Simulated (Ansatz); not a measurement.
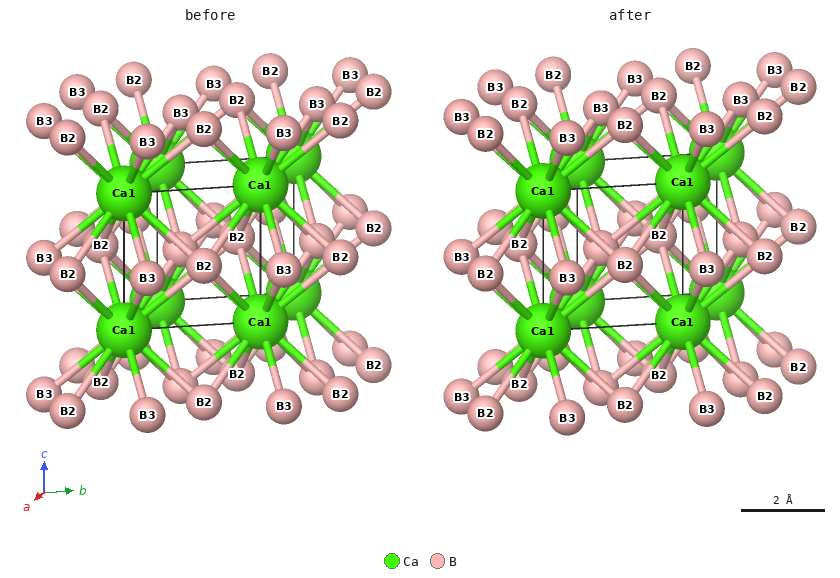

Left: a symmetric starting cell of CaB₂ (made from another compound by putting Ca in place of Be). Right: the same structure after one change, at the same scale. Style: ball-and-stick. Shown: the cell of the calculation, slightly off an axis.

Method: Ansatz 0.2.0, DFT PBE, scalar-relativistic, plane waves, PAW. Settings: plane-wave cutoff 420 eV; k-point mesh 15 × 15 × 12; occupations gaussian; smearing width 0.1 eV; no spin polarisation.

Q: What was changed?

A: All lengths are scaled by +2.3 % (volume +7.1 %), the atoms keeping their fractional coordinates. No relaxation follows. The starting cell wasn't computed here and needn't be at equilibrium, so pressure and forces aren't due to the change alone.

Q: How do the computed properties respond?

A: Near-neighbour distances before and after: B–Ca 2.624 → 2.685 Å. The space group stays P6/mmm (No. 191). The pressure is −4.0 GPa (not all of it need come from the change, since the unchanged cell can be under pressure at this level too). The principal stresses (compression positive) are 20.4 GPa along c and −16.2 GPa across it. All forces vanish by symmetry.
